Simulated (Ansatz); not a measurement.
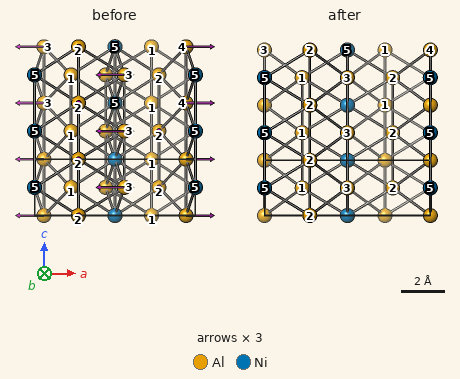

The structure of solid Al4Ni (a generated structure, set up in I4/m) before (left) and after (right) a relaxation, at one scale. The purple arrows give the displacements (the part carried along by the change of the cell is left out), 3 times their true length.

The picture is a ball-and-stick view of the conventional cell (2 times the calculation's cell), repeated 1 × 1 × 3 with one cell outlined, seen along the b axis. Lengths and directions refer to the drawn axes.

Level of theory: DFT PBE, scalar-relativistic, plane waves, PAW in Ansatz. Set-up: plane-wave cutoff 420 eV; k-point mesh 14 × 14 × 14; occupations gaussian; smearing width 0.1 eV; no spin polarisation; cell and atoms relaxed; force threshold 0.01 eV/Å; at most 80 steps.

Describe what moved and what it gained.

Answer. The largest moves relative to the cell, 0.46 Å, are those of Al1, Al2, Al3 and Al4. Al3 goes along −a. Ni stays in place. The volume changes by +4.1 %, with a = b 7.592 → 7.823 Å (+3.0 %), c 2.655 → 2.604 Å (−1.9 %). Among the contacts that change: Al1–Al1 2.655 → 2.604 Å, Ni5–Ni5 2.655 → 2.604 Å, Al1–Al3 2.845 → 2.826 Å. The space group (tolerance 0.01 Å) goes from I4/m (No. 87) to I4/mmm (No. 139). Over 8 accepted moves (10 points after the start) the energy falls by 32.3 meV per cell of the calculation. The largest force component goes from 0.021 to 0.0039 eV/Å. The pressure goes from 0.29 to 0.03 GPa. The line search rejected the trial step at point 7 of the run. At 1 point the geometry stayed and the basis and grid were re-selected for the new cell (energy shift of 2.0 meV per cell of the calculation at most each time).
